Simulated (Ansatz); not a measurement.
## Band-structure calculation, with input and output: SrCl2

SrCl2 (Fm-3m, 3 atoms in the cell), computed with DFT r2SCAN, scalar-relativistic, plane waves, PAW, no spin polarisation (Ansatz 0.2.0).

The structure derives from an entry of the Crystallography Open Database. Figures and captions count atoms from 1; the log counts them from 0 in places.

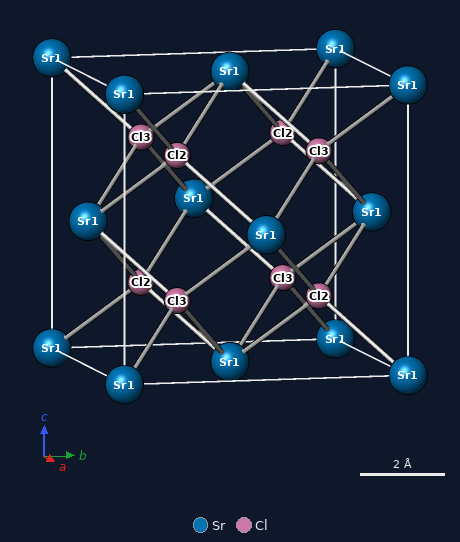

*The structure as given in the input (ball-and-stick view of the cell 4 times as large as that of the calculation, set on its symmetry axes, seen slightly off an axis; atoms are numbered from 1 in the order of the input). An atom can appear more than once, as a periodic image.*

Near neighbours in the periodic cell (some may lie outside the picture): Sr has 8 Cl at 3.03 Å; Cl has 4 Sr at 3.03 Å.

### Results in brief

```csv
quantity,value
outcome,converged
space group (tolerance 0.01 Å),Fm-3m (225)
electrons treated,24
free energy,−5730.7159 eV
Fermi energy,5.621 eV
gap on the k-point mesh,5.94 eV
gap on the band path,5.94 eV
pressure,−0.01 GPa
largest force (length of the vector),under 0.001 eV/Å
hardware,"1 thread of Arm Neoverse V2, 24 GiB of memory available, shared host"
wall time,19 s
peak memory,0.55 GiB
```

### Input file
```yaml
crystal:
  lattice:
    - [0.0, 3.4974590156, 3.4974590156]
    - [3.4974590156, 0.0, 3.4974590156]
    - [3.4974590156, 3.4974590156, 0.0]
  atoms:
    - { symbol: Sr, position: [0.0, 0.0, 0.0] }
    - { symbol: Cl, position: [0.25, 0.25, 0.25] }
    - { symbol: Cl, position: [0.75, 0.75, 0.75] }
basis:
  ecutwfc: 500
kpoints:
  mp_grid: { grid: [6, 6, 6] }
  band_path:
    path:
      - [[0.0, 0.0, 0.0], [0.5, 0.0, 0.5], [0.625, 0.25, 0.625]]
      - [[0.375, 0.375, 0.75], [0.0, 0.0, 0.0], [0.5, 0.5, 0.5], [0.5, 0.25, 0.75], [0.5, 0.0, 0.5]]
    npoints: 14
hamiltonian:
  xc: r2scan
scf:
  occupations: { method: gaussian, width: 0.02 }
  n_extra_bands: 7
output:
  forces: true
  stress: true
  eigenvalues: true
  populations: true
  dos: { projected: true, de: 0.02, nscf_kmesh: { grid: [9, 9, 9] } }
  bader: true
  write_density: true
  write_potential: true
  elf: true
  volumetric_format: npy
```

Run as:
```bash
ansatz run input.yaml --threads 1 --pin off --max-ram 2560MiB --backend cpu --events-out ev --progress --plain --runs-dir out
```

### What the program printed
```
scf.n_extra_bands = 7 over 12 filled bands (N_el = 24.0): the run solves 19 bands
Engine: ansatz 0.2.0, aarch64-unknown-linux-gnu
Pseudopotentials: kind: paw
Pseudopotential: Sr, paw, valence charge 10, recommended cutoff 500 eV (meta_gga), Sr.paw.azcp
Pseudopotential: Cl, paw, valence charge 7, recommended cutoff 500 eV (meta_gga), Cl.paw.azcp
Functional definition: r2SCAN
  parameter k0 = 0.174
  parameter k1 = 0.065
  parameter a1 = 4.9479
  exchange = r2scan_x(k0 = k0, k1 = k1, a1 = a1)
  correlation = r2scan_c
Crystal: 3 atoms, lattice volume = 85.563 Å³
Basis set: ecut = 500 eV, 2109 PW (Γ), exchange–correlation on 160×160×160 points (64 copies of the dense FFT grid, shifted against one another)
Bands: 19, of which v1, the nominal top of the filled ones, is band 12 counted from 1 (11 counted from 0)
Symmetry: 48 space group operations
Space group: Fm-3m (ITA 225), of the structure as read, at distance tolerance 4.4e-5 Å
k-points: 16 of 216
Non-local potential: Sr, projectors of the file, l = 0: 3, l = 1: 2, l = 2: 2
Non-local potential: Cl, projectors of the file, l = 0: 2, l = 1: 2, l = 2: 2
PAW form: soft (Blöchl's): semilocal exchange-correlation on the pseudo side does not see the compensation charge
PAW frozen core: Sr, regenerated for the run's functional (the file was generated under x = pbe(κ = 0.804, μ = 0.2195149727645171), c = pbe(β = 0.06672455060314922))
PAW frozen core: Cl, regenerated for the run's functional (the file was generated under x = pbe(κ = 0.804, μ = 0.2195149727645171), c = pbe(β = 0.06672455060314922))
PAW one-centre angular grid: Sr, 302 points (default); XC on 160 Gauss nodes
PAW one-centre angular grid: Cl, 302 points (default); XC on 160 Gauss nodes
Initial density: superposition of atomic densities (neutral atoms: chi_scale 0, normalization atom), corrected by the library's trained network
Initial wavefunctions: pseudopotential atomic-orbital guess
Functional: x = r2scan, c = r2scan; τ floored in thin density (d = 2e-4 eV/Å³)
SCF iter   1: F=—  HF=-5730.669726 eV  |F-HF|=—  |Δ(HF+E_count)|=         —  Δρ=3.96e-3  dr2=7.70e-3  dr2_τ=7.62e-3  ethr=1.77e-3  ⟨swp⟩=10.9  Hψ=2258  notcnv=0
preconditioner: auto → none  [insulator: Δε(μ)=5.976 eV  Ē_g=15.792 eV  σ=0.020 eV  W_gap=1.00  n_scr=14 (ndim 8)  ℏωp=18.8 eV  f_vac=0.092  D(μ)=0.00/eV (n_scr^D=0)  ε∞_Penn≈2.4]
SCF iter   2: F=—  HF=-5730.715693 eV  |F-HF|=—  |Δ(HF+E_count)|=   4.60e-2  Δρ=1.95e-3  dr2=1.63e-3  dr2_τ=1.46e-4  ethr=3.21e-5  ⟨swp⟩=3.0  Hψ=782  notcnv=0  defer=28
SCF iter   3: F=—  HF=-5730.715954 eV  |F-HF|=—  |Δ(HF+E_count)|=   2.61e-4  Δρ=4.73e-4  dr2=1.73e-4  dr2_τ=4.28e-5  ethr=6.80e-6  ⟨swp⟩=2.4  Hψ=531  notcnv=0  defer=28
SCF iter   4: F=—  HF=-5730.715917 eV  |F-HF|=—  |Δ(HF+E_count)|=   3.72e-5  Δρ=6.52e-5  dr2=1.72e-6  dr2_τ=6.79e-7  ethr=7.20e-7  ⟨swp⟩=2.0  Hψ=375  notcnv=0  defer=28
SCF iter   5: F=—  HF=-5730.715921 eV  |F-HF|=—  |Δ(HF+E_count)|=   4.50e-6  Δρ=1.81e-5  dr2=1.48e-7  dr2_τ=4.32e-8  ethr=7.15e-9  ⟨swp⟩=2.0  Hψ=468  notcnv=0  defer=28
SCF iter   6: F=-5730.715921 eV  HF=-5730.715921 eV  |F-HF|=2.52e-9  |Δ(HF+E_count)|=   3.93e-8  Δρ=2.52e-6  dr2=5.69e-9  dr2_τ=6.55e-9  ethr=4.17e-10  ⟨swp⟩=15.1  Hψ=2358  notcnv=0
SCF 1 converged in 6 iterations: F = -5730.715921 eV  dr2 = 5.69e-9
  greatest PAW one-centre occupation: 0.988 electrons in one spin orbital (limit 2), on the Sr atom at site 0 (counted from 0), in its partial waves of l = 0
```

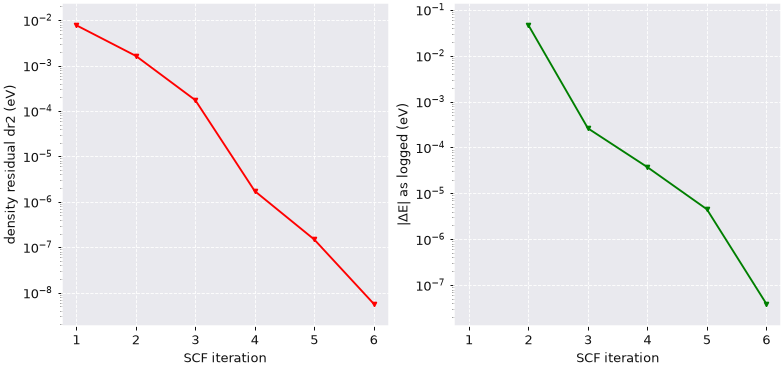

*Convergence of the self-consistent field: density residual dr2 and size of the energy change against the SCF iteration.*

The residual falls at every step.

```
NSCF: frozen V_eff on 86 k-points
NSCF: frozen V_eff on 35 k-points
SCF converged after 6 iterations
Free energy (F): -5730.715921 eV
Harris-Foulkes:  -5730.715921 eV  (|F-HF|=2.52e-9)
Internal energy: -5730.715921 eV  (E = F + TS)
E sigma→0 (E₀):  -5730.715921 eV
Fermi energy:    5.620867 eV
--- Per-component energies (eV) ---
  E_band       = -164.444011
  E_kinetic    = 567.928436
  E_local      = -1184.558472  (includes V_loc(G=0)·N_el)
  E_nonlocal   = 257.762232
  E_hartree    = 326.021148
  E_xc         = -373.229114
  E_vxc        = -448.894356  (∫ρ·V_xc dr)
  E_paw        = -4048.784244  (= ΣΔE_a)
  E_vpaw       = -32.305649  (= ΣTr[D̂ρ^β])
  E_aug_tail   = 0.000071  (compensation charges beyond the density's cutoff)
  E_vtau       = 23.581702  (kinetic-family band-sum trace: ∫τ·v_τ [+ j·A + Jᵃ·Aᵃ] dr)
  E_ewald      = -1275.437128
  E_core_change = -0.418850  (= ΣΔE_core)
  E_smearing   = -0.000000  (= −TS)
  E_closure    = 0.000000  (closes the sum)
  Σ components = -5730.715921   (vs F -5730.715921, Δ=0.00e0)
--- Forces (eV/Å), atoms counted from 1 ---
  atom   1  Sr    -0.00000000     0.00000000    -0.00000000
  atom   2  Cl     0.00000000    -0.00000000     0.00000000
  atom   3  Cl     0.00000000    -0.00000000     0.00000000
  max |Σ_I F_I| component: 1.45e-18 eV/Å
--- Stress (GPa, compression-positive) ---
       -0.007213      -0.000000       0.000000
       -0.000000      -0.007213       0.000000
        0.000000      -0.000000      -0.007213
  P = ⅓ Tr σ = -0.0072 GPa (-0.072 kbar)
--- Band table (eV; the first three rows and the last of 16) ---
  k-point 0: bands = ["-31.2058", "-12.5754", "-12.5754", "-12.5754", "-11.1997", "-10.3409", "0.5333", "0.5333", "0.5333", "2.3092", "2.3092", "2.3092", "8.5899", "9.3517", "9.3517", "12.1860", "12.1860", "12.1860", "12.7150"]
  k-point 1: bands = ["-31.2050", "-12.6762", "-12.5789", "-12.5789", "-11.0368", "-10.3974", "0.6345", "0.6345", "0.7146", "2.0142", "2.1634", "2.1634", "9.1607", "9.5535", "9.5535", "11.2743", "12.0317", "12.0317", "13.1296"]
  k-point 2: bands = ["-31.2034", "-12.8284", "-12.5856", "-12.5856", "-10.8201", "-10.4417", "0.8915", "0.8915", "1.0618", "1.5079", "1.8348", "1.8348", "9.8669", "9.8669", "9.9966", "11.3962", "11.9341", "11.9341", "12.3847"]
  k-point 15: bands = ["-31.2015", "-12.8808", "-12.7057", "-12.6081", "-10.5760", "-10.4550", "0.0788", "0.5394", "1.0828", "1.8280", "2.3258", "2.5800", "9.0946", "10.4906", "10.5185", "10.7871", "11.4550", "12.9855", "13.3459"]
--- Löwdin populations: 3 sites ---
  site symbol       q [e]
     0     Sr      8.3367
     1     Cl      7.7452
     2     Cl      7.7452
  spilling = 0.007205 (of n_electrons = 24.000000)
--- Bader charges: 3 sites ---
  site symbol  charge [e]  shift [e]
     0     Sr      1.6603     0.0000
     1     Cl     -0.8302     0.0000
     2     Cl     -0.8302     0.0000
  estimated error of the sums over rays = 1.4e-4 e
```

### File bader_charges.tsv
```
# site	symbol	x_ang	y_ang	z_ang	partial_charge_e	electrons	volume_ang3	relative_density_drop	shared_charge_e	partial_wave_shift_e
# quadrature_error_electrons = 1.4e-4
0	Sr	0.0000	0.0000	0.0000	1.66035	36.33965	18.84	-	1.66035	0.00000
1	Cl	1.7487	1.7487	1.7487	-0.83017	17.83017	32.11	-	-0.83017	0.00000
2	Cl	5.2462	5.2462	5.2462	-0.83017	17.83017	32.11	-	-0.83017	0.00000
```

### File populations.tsv
```
# site	symbol	l	j	q
# orbitals = lowdin
# n_electrons = 24.000000
# spilling = 0.007205
0	Sr	0_4S	-	1.993074
0	Sr	0_5S	-	0.348498
0	Sr	1_4P	-	5.995168
1	Cl	0_3S	-	1.928825
1	Cl	1_3P	-	5.816351
2	Cl	0_3S	-	1.928825
2	Cl	1_3P	-	5.816351
```

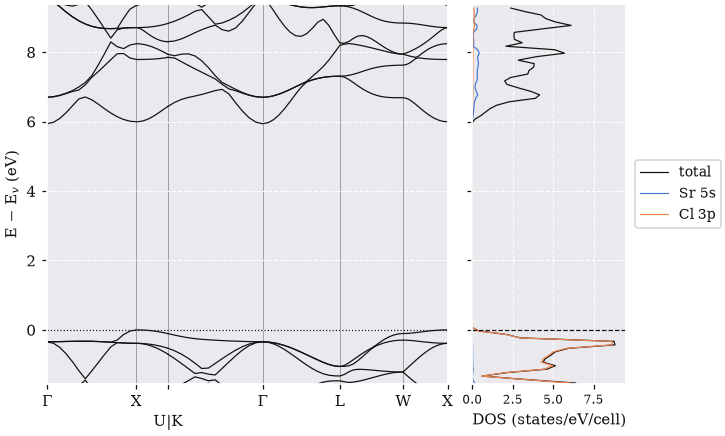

*Band structure along Γ–X–U|K–Γ–L–W–X and density of states (projected on Löwdin-orthogonalised atomic shells), with energies from the valence-band top.*

There is a gap of 5.94 eV on this path.

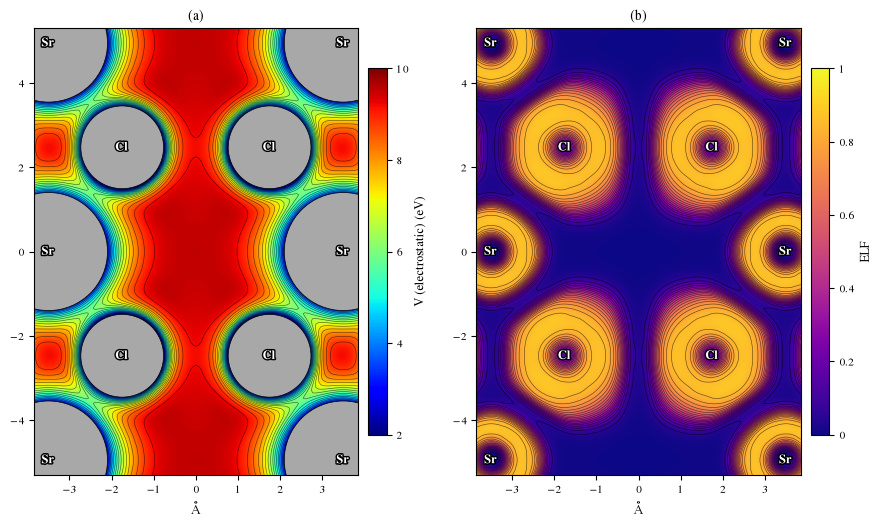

*(a) electrostatic potential energy of an electron; (b) ELF on the (101) plane of the conventional cell. Grey discs, where drawn, cover atomic cores.*

Sr–Cl (3.03 Å): the ELF peaks at about 0.90 in the valence shell of Cl, 0.8 Å from its nucleus, and drops to about 0.05 between the two atoms, as expected for ionic bonding with no shared pair. The strong features right at Sr lie inside the PAW spheres (semicore, d or f shells) and say nothing about bonding. Outside the cores the potential energy rises away from the atoms and is highest about 1.9 Å from the nearest atoms; outside the discs it spans about 8 eV, and its zero is arbitrary. The fields are those of the smooth PAW valence density.

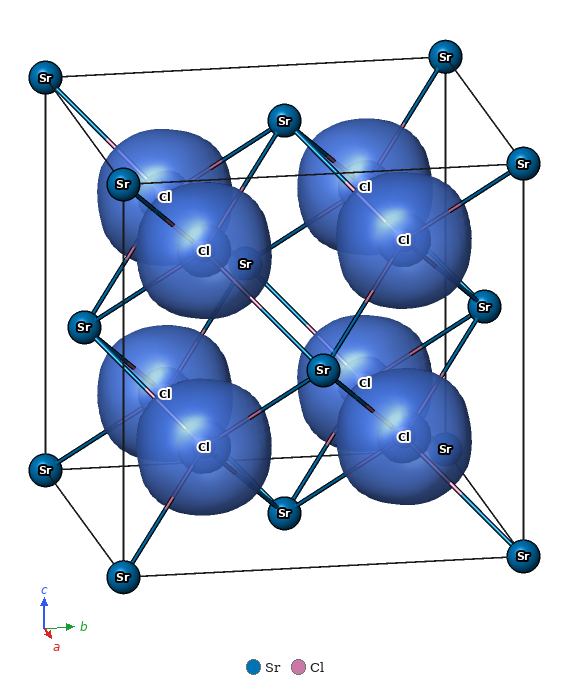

*Isosurface of the ELF at 0.75 (blue), seen slightly off an axis. Only the valence region is drawn (cores and ρ < 0.01 e/Å³ removed). Sticks mark near contacts. The outline is the cell set on symmetry axes.*

Along the contacts the grid gives the following. Sr–Cl (3.03 Å): the ELF peaks at about 0.90 in the valence shell of Cl, 0.8 Å from its nucleus, and drops to about 0.05 between the two atoms (two separate closed shells).
